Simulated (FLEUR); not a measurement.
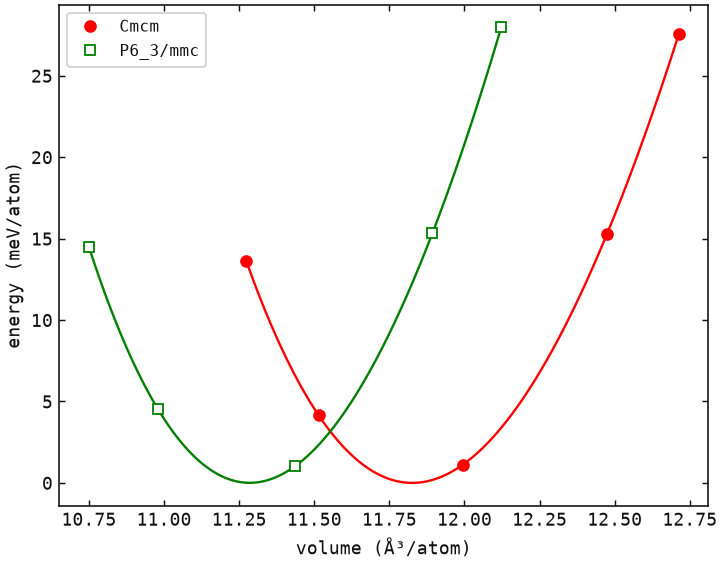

Figure. Energy against volume, with one curve for each structure, for Cu. Each energy curve has its own zero, so the curves don't rank the structures.

Settings that differ: Cmcm: k mesh 11×11×11; P6_3/mmc: k mesh 12×12×7.

The fitted equilibrium volumes, smallest first, are P6_3/mmc 11.285, Cmcm 11.826 Å³/atom. The fitted bulk moduli, smallest first, are Cmcm 153.6, P6_3/mmc 166.2 GPa.

Calculation (FLEUR MaX-R8.1 (later development tree)): all-electron LAPW DFT, no spin polarisation; energies at scaled volumes of the given cell, shape and fractions fixed, counted from the fit's minimum, third-order Birch-Murnaghan fit. Level: SCAN.

- occupations: Fermi–Dirac
- smearing width: 0.05 eV
- potentials: all electron

Note: shape and atomic fractions are frozen while scaling, which makes layered, chain and framework solids too stiff.
